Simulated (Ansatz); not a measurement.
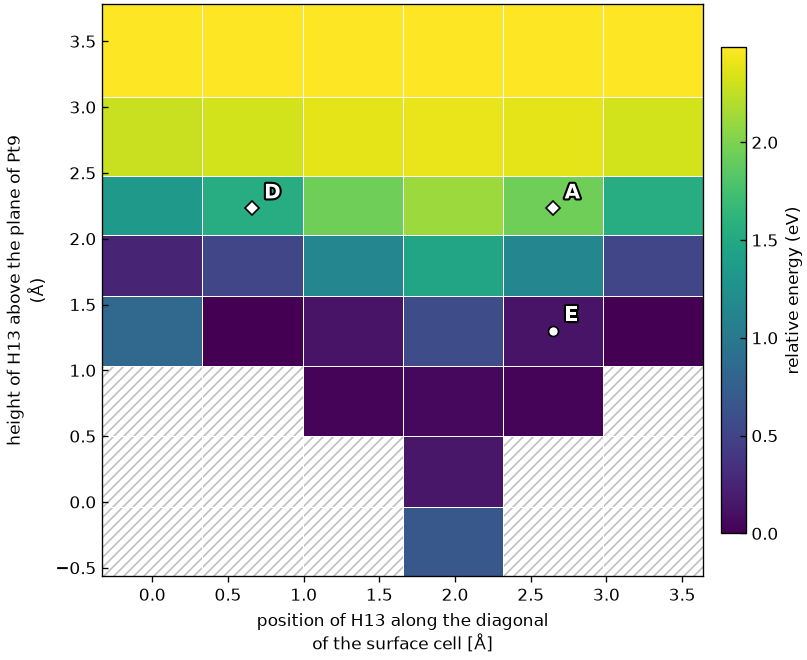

H on a Pt(100) slab cut from the Fm-3m phase, its upper half relaxed before the scan (12 atoms of substrate and one adsorbate in a 2 × 2 cell). H is moved along a line over the surface and along the normal, above a rigid substrate. First axis: position of H13 along the diagonal of the surface cell, from above Pt9. Second axis: height of H13 above the plane of Pt9. Grid: 6 × 8 points; 24 points were computed and 11 follow by symmetry. At 13 points there is no value (left out of the scan, as a rule where atoms come close). Points are written as (first, second). Energies: eV, counted from the lowest grid point. Energies and slopes of some neighbouring points disagree (a jump in structure or state, or too coarse a mesh). Method: DFT PBE, scalar-relativistic, plane waves, PAW in Ansatz 0.2.0. Settings: cutoff 420 eV, k-mesh 5×5×1, gaussian smearing 0.1 eV, spin-polarised.

The picture shows one coloured cell a grid point, hatched blanks where no value was computed, lettered points.

### Is D the lowest point of the computed grid?

No. D lies 1.55 eV above the lowest grid point, which is at (0.66 Å, 1.30 Å) [nearest 1 Pt at 1.46 Å].

### Rank the lettered points by energy, lowest first.

E (0.13 eV), D (1.55 eV), A (1.94 eV).
